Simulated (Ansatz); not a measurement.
Al₂₇N: geometry relaxation (part 2 of 2)

The same run, continued: Al₂₇N (defect cell, 28 atoms in the cell); DFT PBE, scalar-relativistic, plane waves, PAW, no spin polarisation (Ansatz 0.2.0); cutoff 420 eV, 3×3×3 k-mesh, Gaussian smearing of 0.1 eV. The structure derives from a Materials Project entry. It belongs to a series of runs on one base structure; here: N interstitial, charge +0, atoms relaxed.

## Output, continued
```
  k-point 1: bands = ["-7.8189", "-2.5714", "-1.6039", "-0.5443", "-0.5395", "-0.2824", "-0.1771", "-0.1743", "0.3019", "0.7734", "0.7774", "1.4098", "1.6915", "2.1339", "2.1383", "2.2992", "2.5248", "2.5282", "3.3886", "3.5091", "3.5161", "4.2140", "4.7254", "4.7289", "4.9446", "5.0019", "5.0728", "5.0778", "5.4906", "5.4953", "5.6127", "5.8963", "5.9635", "6.0074", "6.0121", "6.5734", "6.5748", "7.0626", "7.3735", "7.3758", "7.4618", "7.5614", "7.5640", "8.0854", "8.1311", "8.1350", "8.8450", "9.1616", "9.1621", "9.5338", "10.0022", "10.0143", "10.0162", "10.0707", "10.0730", "10.0935", "10.2416", "10.2433", "10.5036", "10.8339", "10.8388", "11.0228", "11.1039", "11.1076", "11.6004", "11.6039", "11.6920", "12.1954", "12.3063", "12.3072", "12.4686"]
  k-point 2: bands = ["-7.8189", "-2.5712", "-1.6038", "-0.5441", "-0.5414", "-0.2831", "-0.1763", "-0.1742", "0.3031", "0.7735", "0.7771", "1.4108", "1.6929", "2.1327", "2.1350", "2.2999", "2.5279", "2.5302", "3.3874", "3.5088", "3.5110", "4.2153", "4.7261", "4.7282", "4.9447", "5.0023", "5.0728", "5.0782", "5.4915", "5.4950", "5.6118", "5.8978", "5.9618", "6.0093", "6.0126", "6.5737", "6.5742", "7.0633", "7.3741", "7.3766", "7.4605", "7.5609", "7.5629", "8.0856", "8.1311", "8.1368", "8.8420", "9.1608", "9.1624", "9.5341", "10.0032", "10.0138", "10.0155", "10.0715", "10.0727", "10.0947", "10.2420", "10.2449", "10.5036", "10.8327", "10.8377", "11.0234", "11.1042", "11.1080", "11.6003", "11.6009", "11.6912", "12.1991", "12.3062", "12.3077", "12.4661"]
  k-point 13: bands = ["-7.8179", "-2.1388", "-1.8814", "-1.5148", "-0.9541", "-0.5030", "0.3191", "0.5400", "0.6599", "0.7816", "1.2802", "1.4282", "1.8336", "2.4170", "2.4475", "2.4974", "3.0388", "3.1719", "3.2067", "3.2974", "3.3559", "3.3906", "3.8820", "4.0392", "4.0468", "4.0936", "4.4617", "5.0005", "5.1384", "5.4013", "5.6396", "5.7295", "5.9228", "5.9535", "6.0699", "6.9359", "7.1369", "7.1995", "7.8613", "7.9129", "8.0510", "8.1179", "8.2814", "8.3752", "8.5024", "8.6903", "8.8898", "9.0349", "9.0668", "9.2816", "9.3125", "9.6980", "9.8199", "10.0019", "10.0830", "10.3592", "10.3876", "10.4386", "10.7645", "11.0745", "11.0940", "11.3945", "11.4868", "11.7842", "11.7874", "12.1356", "12.2133", "12.3487", "12.4423", "12.5280", "12.5834"]
--- Relaxed structure (5 steps of the walk, 5 accepted, 0 SCFs on fresh bases) ---
  F+E_penalty+E_count = -14896.85128977 eV   max|allowed force component| = 1.572e-2 eV/Å
  atoms:
    - { symbol: Al, position: [0.6675430023154777, 0.6666691042774389, 0.6655145723437184] }
    - { symbol: Al, position: [0.33561652931914765, 0.6644201286709053, 0.6635437983926595] }
    - { symbol: Al, position: [0.0038506984841348846, 0.6642260245923499, 0.6636012343948512] }
    - { symbol: Al, position: [0.664783501272393, 0.33484296832795374, 0.6635180716994526] }
    - { symbol: Al, position: [0.3348495895818349, 0.3338054868967204, 0.6638788878611291] }
    - { symbol: Al, position: [0.004037067024907692, 0.3347875062842624, 0.6635676794960421] }
    - { symbol: Al, position: [0.6649059278913173, 0.003178585618749896, 0.6635017527039144] }
    - { symbol: Al, position: [0.33566094881061853, 0.002926856550676704, 0.6634942724607913] }
    - { symbol: Al, position: [0.006514354153471236, 0.006036872629435197, 0.6481126955165795] }
    - { symbol: Al, position: [0.6648919899872907, 0.6643565824276765, 0.33376022418251955] }
    - { symbol: Al, position: [0.33492156476954205, 0.6649694101827355, 0.3324609122240454] }
    - { symbol: Al, position: [0.004513269186534163, 0.664161787015979, 0.33368892170604353] }
    - { symbol: Al, position: [0.6656734596850002, 0.33405068254258424, 0.3326043916410855] }
    - { symbol: Al, position: [0.3349414759892254, 0.33404919848602116, 0.3325112493876297] }
    - { symbol: Al, position: [-0.002087449048281842, 0.3356857750657629, 0.3353171374671525] }
    - { symbol: Al, position: [0.6650027937741866, 0.003274591763504836, 0.33377698498774866] }
    - { symbol: Al, position: [0.3364901235828287, -0.0025290008567781797, 0.33517427468429695] }
    - { symbol: Al, position: [-0.002147213730934572, -0.0023778557227373542, 0.33530008360525987] }
    - { symbol: Al, position: [0.6652110490094341, 0.6645483128369809, 0.0017765729322507529] }
    - { symbol: Al, position: [0.33572743568794927, 0.6644641193435902, 0.0018210270382678084] }
    - { symbol: Al, position: [0.0062470918699207845, 0.6493386614202222, 0.005694531962698202] }
    - { symbol: Al, position: [0.6652303417515677, 0.3349221150453728, 0.0017445992354552797] }
    - { symbol: Al, position: [0.3363017652174394, 0.3359624946592562, -0.003073028140440831] }
    - { symbol: Al, position: [-0.0022456736776507724, 0.3359170175013745, -0.002985198837439529] }
    - { symbol: Al, position: [0.6496405436882572, 0.005890389471182144, 0.004925520890326717] }
    - { symbol: Al, position: [0.33632767726371754, -0.002610149880089403, -0.0031076107585417743] }
    - { symbol: Al, position: [0.006530039117948236, 0.005356673718600143, 0.005392070082575509] }
    - { symbol: N, position: [0.917085549822722, 0.9169355302302695, 0.9156592272399271] }
```

## Trajectory as extended XYZ (Å, eV, eV/Å), 5 frames, from step=1 to step=5
```
28
Lattice="-6.0624 -6.0624 0.0000 -6.0624 0.0000 -6.0624 0.0000 -6.0624 -6.0624" Properties=species:S:1:pos:R:3:forces:R:3 step=1 energy=-14895.49428
Al   -8.0832   -8.0832   -8.0832    0.0160  -0.0027  -0.0200
Al   -6.0624   -6.0624   -8.0832   -0.0040  -0.0172   0.2858
Al   -4.0416   -4.0416   -8.0832    0.0017  -0.0144   0.2622
Al   -6.0624   -8.0832   -6.0624    0.0511   0.1952   0.0337
Al   -4.0416   -6.0624   -6.0624   -0.0810   0.0664   0.0867
Al   -2.0208   -4.0416   -6.0624   -0.2381  -0.0314   0.0133
Al   -4.0416   -8.0832   -4.0416   -0.0282   0.2036  -0.0438
Al   -2.0208   -6.0624   -4.0416   -0.2706  -0.0079  -0.0057
Al    0.0000   -4.0416   -4.0416   -5.2252   5.7133   5.0468
Al   -8.0832   -6.0624   -6.0624    0.0938   0.0984   0.0935
Al   -6.0624   -4.0416   -6.0624    0.0506  -0.0636   0.1032
Al   -4.0416   -2.0208   -6.0624   -0.0911  -0.1274   0.0889
Al   -6.0624   -6.0624   -4.0416    0.0560   0.0881  -0.0514
Al   -4.0416   -4.0416   -4.0416   -0.0994  -0.0656  -0.0479
Al   -2.0208   -2.0208   -4.0416    0.0373  -0.0360  -0.1647
Al   -4.0416   -6.0624   -2.0208   -0.0953   0.0980  -0.0834
Al   -2.0208   -4.0416   -2.0208    0.0629  -0.1700  -0.0639
Al    0.0000   -2.0208   -2.0208    0.1665  -0.0426  -0.0449
Al   -8.0832   -4.0416   -4.0416    0.1383  -0.0573  -0.0580
Al   -6.0624   -2.0208   -4.0416    0.0341  -0.1993  -0.0346
Al   -4.0416    0.0000   -4.0416    1.6405  -1.5476   1.3087
Al   -6.0624   -4.0416   -2.0208    0.0649  -0.0646  -0.1190
Al   -4.0416   -2.0208   -2.0208   -0.1553   0.0246  -0.0325
Al   -2.0208    0.0000   -2.0208   -0.0028   0.1601  -0.0120
Al   -4.0416   -4.0416    0.0000    0.4929   0.4852  -0.4921
Al   -2.0208   -2.0208    0.0000    0.0247   0.0178   0.1518
Al    0.0000    0.0000    0.0000   -1.0299  -1.1650  -1.2459
N   -11.2354  -11.0772  -10.9635    4.3896  -3.5382  -4.9546
28
Lattice="-6.0624 -6.0624 0.0000 -6.0624 0.0000 -6.0624 0.0000 -6.0624 -6.0624" Properties=species:S:1:pos:R:3:forces:R:3 step=2 energy=-14896.37663
Al   -8.0898   -8.0811   -8.0751   -0.0009   0.0001   0.0009
Al   -6.0641   -6.0646   -8.0321    0.0050   0.0207  -0.0794
Al   -4.0459   -4.0478   -8.0331   -0.0165  -0.0033  -0.0646
Al   -6.0542   -8.0455   -6.0564   -0.0121  -0.0317   0.0047
Al   -4.0611   -6.0505   -6.0406    0.0295  -0.0309  -0.0293
Al   -2.0677   -4.0508   -6.0555    0.0532   0.0004   0.0131
Al   -4.0455   -8.0449   -4.0468   -0.0070  -0.0383   0.0120
Al   -2.0698   -6.0644   -4.0395    0.0754   0.0198  -0.0017
Al   -0.0151   -4.0017   -4.0352   -2.6997   2.8226   2.6463
Al   -8.0698   -6.0434   -6.0432    0.0285  -0.0321  -0.0322
Al   -6.0605   -4.0523   -6.0354   -0.0300   0.0297  -0.0310
Al   -4.0634   -2.0469   -6.0410    0.0221  -0.0104  -0.0224
Al   -6.0581   -6.0434   -4.0431   -0.0280  -0.0290   0.0285
Al   -4.0671   -4.0531   -4.0413    0.0309   0.0293   0.0295
Al   -2.0105   -2.0315   -4.0732   -0.0027  -0.0033   0.0082
Al   -4.0606   -6.0443   -2.0294    0.0347  -0.0352  -0.0326
Al   -2.0012   -4.0700   -2.0407    0.0055   0.0120  -0.0033
Al    0.0306   -2.0335   -2.0333   -0.0088  -0.0047   0.0032
Al   -8.0664   -4.0458   -4.0434   -0.0059   0.0205   0.0267
Al   -6.0658   -2.0540   -4.0378   -0.0076   0.0448   0.0101
Al   -3.9980   -0.0394   -4.0382    0.7586  -0.7658   0.8159
Al   -6.0586   -4.0479   -2.0319   -0.0299   0.0258  -0.0053
Al   -4.0619   -2.0135   -2.0307    0.0176   0.0056   0.0043
Al   -2.0223    0.0229   -2.0236   -0.0076  -0.0132   0.0067
Al   -3.9956   -4.0134   -0.0471    0.1064   0.2125  -0.0920
Al   -2.0134   -2.0157    0.0189   -0.0045   0.0034  -0.0189
Al   -0.0116   -0.0392   -0.0420   -0.6207  -0.5508  -0.5315
N   -11.1919  -11.0853  -11.0166    2.3147  -1.6987  -2.6658
28
Lattice="-6.0624 -6.0624 0.0000 -6.0624 0.0000 -6.0624 0.0000 -6.0624 -6.0624" Properties=species:S:1:pos:R:3:forces:R:3 step=3 energy=-14896.79113
Al   -8.0866   -8.0806   -8.0794   -0.0095   0.0009   0.0127
Al   -6.0614   -6.0584   -8.0520    0.0043  -0.0034   0.0153
Al   -4.0478   -4.0483   -8.0479    0.0026  -0.0016  -0.0006
Al   -6.0583   -8.0466   -6.0560    0.0045  -0.0111  -0.0080
Al   -4.0565   -6.0543   -6.0456    0.0101  -0.0006  -0.0122
Al   -2.0582   -4.0498   -6.0556    0.0059  -0.0008  -0.0047
Al   -4.0473   -8.0479   -4.0433    0.0071  -0.0080  -0.0055
Al   -2.0527   -6.0583   -4.0415   -0.0137  -0.0053  -0.0049
Al   -0.0692   -3.9576   -3.9821   -0.6571   0.6598   0.6640
Al   -8.0589   -6.0505   -6.0502   -0.0179  -0.0045  -0.0137
Al   -6.0646   -4.0475   -6.0408    0.0043   0.0041  -0.0244
Al   -4.0562   -2.0553   -6.0485    0.0094   0.0165  -0.0107
Al   -6.0628   -6.0474   -4.0381   -0.0020  -0.0213  -0.0008
Al   -4.0618   -4.0482   -4.0372    0.0232   0.0054  -0.0050
Al   -2.0159   -2.0295   -4.0700   -0.0248   0.0326  -0.0269
Al   -4.0533   -6.0514   -2.0407    0.0126  -0.0048   0.0185
Al   -2.0076   -4.0676   -2.0333   -0.0528  -0.0267   0.0512
Al    0.0276   -2.0312   -2.0268    0.0259   0.0379   0.0290
Al   -8.0631   -4.0435   -4.0386   -0.0164   0.0031  -0.0062
Al   -6.0645   -2.0470   -4.0382   -0.0002  -0.0021  -0.0023
Al   -3.9729   -0.0765   -3.9949    0.0676  -0.0452   0.1263
Al   -6.0637   -4.0440   -2.0374    0.0046   0.0032   0.0195
Al   -4.0615   -2.0150   -2.0237   -0.0352  -0.0257   0.0206
Al   -2.0251    0.0213   -2.0189    0.0111   0.0292   0.0009
Al   -3.9808   -3.9857   -0.0580   -0.1178  -0.0800   0.1161
Al   -2.0189   -2.0168    0.0191   -0.0145  -0.0177   0.0371
Al   -0.0500   -0.0721   -0.0615   -0.0584   0.0109  -0.0128
N   -11.1672  -11.0913  -11.0461    0.8273  -0.5446  -0.9726
28
Lattice="-6.0624 -6.0624 0.0000 -6.0624 0.0000 -6.0624 0.0000 -6.0624 -6.0624" Properties=species:S:1:pos:R:3:forces:R:3 step=4 energy=-14896.85129
Al   -8.0886   -8.0816   -8.0763   -0.0047   0.0017   0.0057
Al   -6.0627   -6.0573   -8.0507    0.0063   0.0055   0.0037
Al   -4.0502   -4.0464   -8.0499   -0.0051  -0.0001   0.0007
Al   -6.0602   -8.0527   -6.0525   -0.0067  -0.0016  -0.0012
Al   -4.0537   -6.0547   -6.0484    0.0078  -0.0008  -0.0126
Al   -2.0541   -4.0473   -6.0525    0.0015   0.0049   0.0021
Al   -4.0502   -8.0534   -4.0417    0.0008   0.0000   0.0036
Al   -2.0527   -6.0573   -4.0401   -0.0030   0.0031  -0.0046
Al   -0.0761   -3.9686   -3.9657    0.0110  -0.0108  -0.0078
Al   -8.0585   -6.0543   -6.0510   -0.0033  -0.0110  -0.0090
Al   -6.0618   -4.0460   -6.0469    0.0037  -0.0033  -0.0158
Al   -4.0538   -2.0503   -6.0494    0.0152   0.0041  -0.0149
Al   -6.0608   -6.0520   -4.0416    0.0032  -0.0055  -0.0041
Al   -4.0557   -4.0464   -4.0410    0.0123  -0.0025  -0.0040
Al   -2.0224   -2.0202   -4.0679   -0.0094  -0.0005   0.0023
Al   -4.0514   -6.0550   -2.0434    0.0069  -0.0088   0.0029
Al   -2.0246   -4.0719   -2.0166   -0.0016   0.0092   0.0056
Al    0.0274   -2.0197   -2.0183   -0.0046  -0.0025   0.0112
Al   -8.0616   -4.0436   -4.0395    0.0018   0.0003   0.0006
Al   -6.0636   -2.0464   -4.0393   -0.0003  -0.0017  -0.0001
Al   -3.9744   -0.0724   -3.9711   -0.0038   0.0107   0.0129
Al   -6.0634   -4.0435   -2.0410   -0.0011   0.0001  -0.0012
Al   -4.0756   -2.0202   -2.0181    0.0090   0.0076   0.0095
Al   -2.0229    0.0317   -2.0184   -0.0119  -0.0095   0.0123
Al   -3.9741   -3.9683   -0.0656   -0.0002   0.0031  -0.0023
Al   -2.0231   -2.0201    0.0347   -0.0076   0.0059  -0.0083
Al   -0.0721   -0.0723   -0.0652   -0.0067   0.0107   0.0013
N   -11.1186  -11.1109  -11.1100   -0.0098  -0.0083   0.0117
28
Lattice="-6.0624 -6.0624 0.0000 -6.0624 0.0000 -6.0624 0.0000 -6.0624 -6.0624" Properties=species:S:1:pos:R:3:forces:R:3 step=5 energy=-14896.85129
Al   -8.0886   -8.0816   -8.0763   -0.0047   0.0017   0.0056
Al   -6.0627   -6.0573   -8.0507    0.0063   0.0055   0.0038
Al   -4.0502   -4.0464   -8.0499   -0.0050   0.0000   0.0008
Al   -6.0602   -8.0527   -6.0525   -0.0068  -0.0015  -0.0012
Al   -4.0537   -6.0547   -6.0484    0.0078  -0.0007  -0.0126
Al   -2.0541   -4.0473   -6.0525    0.0015   0.0049   0.0020
Al   -4.0502   -8.0534   -4.0417    0.0008   0.0001   0.0036
Al   -2.0527   -6.0573   -4.0401   -0.0031   0.0031  -0.0046
Al   -0.0761   -3.9686   -3.9657    0.0112  -0.0109  -0.0080
Al   -8.0585   -6.0543   -6.0510   -0.0033  -0.0110  -0.0090
Al   -6.0618   -4.0460   -6.0469    0.0038  -0.0033  -0.0157
Al   -4.0538   -2.0503   -6.0494    0.0152   0.0040  -0.0150
Al   -6.0608   -6.0520   -4.0416    0.0032  -0.0055  -0.0042
Al   -4.0557   -4.0464   -4.0410    0.0123  -0.0025  -0.0040
Al   -2.0224   -2.0202   -4.0679   -0.0094  -0.0005   0.0022
Al   -4.0514   -6.0550   -2.0434    0.0070  -0.0089   0.0028
Al   -2.0246   -4.0719   -2.0166   -0.0015   0.0092   0.0056
Al    0.0274   -2.0197   -2.0183   -0.0045  -0.0025   0.0112
Al   -8.0616   -4.0436   -4.0395    0.0019   0.0004   0.0007
Al   -6.0636   -2.0464   -4.0393   -0.0003  -0.0018  -0.0001
Al   -3.9744   -0.0724   -3.9711   -0.0039   0.0108   0.0128
Al   -6.0634   -4.0435   -2.0410   -0.0012   0.0002  -0.0013
Al   -4.0756   -2.0202   -2.0181    0.0089   0.0077   0.0095
Al   -2.0229    0.0317   -2.0184   -0.0119  -0.0095   0.0123
Al   -3.9741   -3.9683   -0.0656   -0.0002   0.0031  -0.0022
Al   -2.0231   -2.0201    0.0347   -0.0076   0.0059  -0.0082
Al   -0.0721   -0.0723   -0.0652   -0.0066   0.0108   0.0014
N   -11.1186  -11.1109  -11.1100   -0.0098  -0.0083   0.0118
```

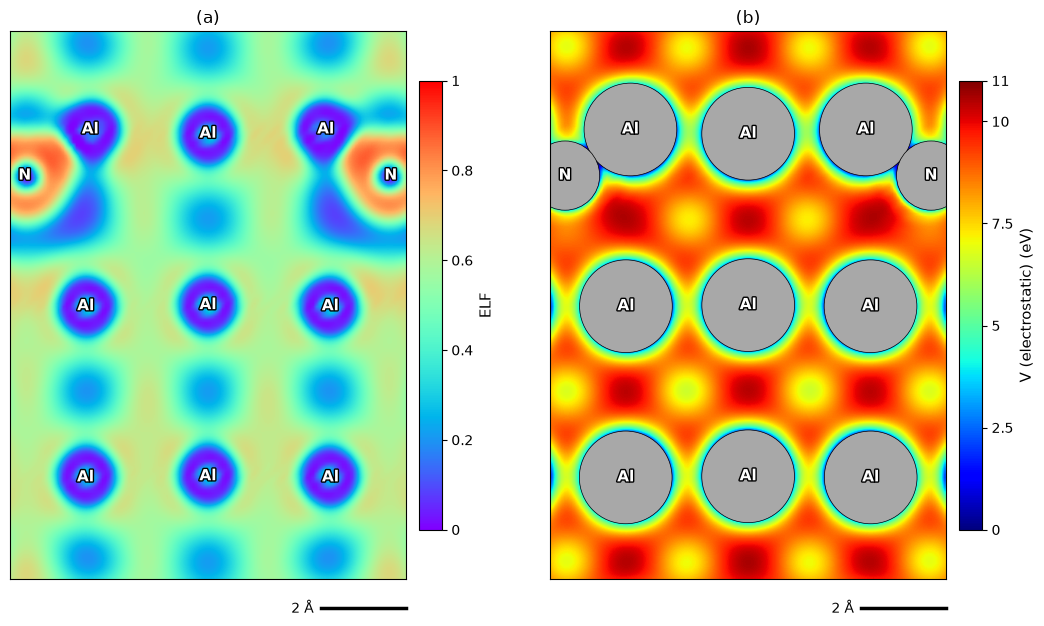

**Figure 1.** (a) ELF; (b) electrostatic potential energy of an electron on the (011̄) plane of the calculation cell. Grey discs, where drawn, cover atomic cores. Atoms in the plane: Al and N. Al–N (1.87 Å): the ELF peaks at about 0.90 between the atoms (a shared but strongly polarised pair). Outside the cores the potential energy rises away from the atoms and is highest about 2.0 Å from the nearest atoms; outside the discs it spans about 10 eV, and its zero is arbitrary. In a PAW calculation such maps are meaningful between the atoms, not at the nuclei.

## Summary

```json
{"quantity": "outcome", "value": "converged"}
{"quantity": "electrons treated", "value": "86"}
{"quantity": "free energy", "value": "−14896.8513 eV"}
{"quantity": "Fermi energy", "value": "8.127 eV"}
{"quantity": "gap on the k-point mesh", "value": "none (metallic)"}
{"quantity": "final volume", "value": "445.63 Å³"}
{"quantity": "largest force (length of the vector) at the end", "value": "0.022 eV/Å"}
{"quantity": "wall time", "value": "71 s (CPU time 4.6 min)"}
{"quantity": "peak memory", "value": "1.1 GiB"}
```
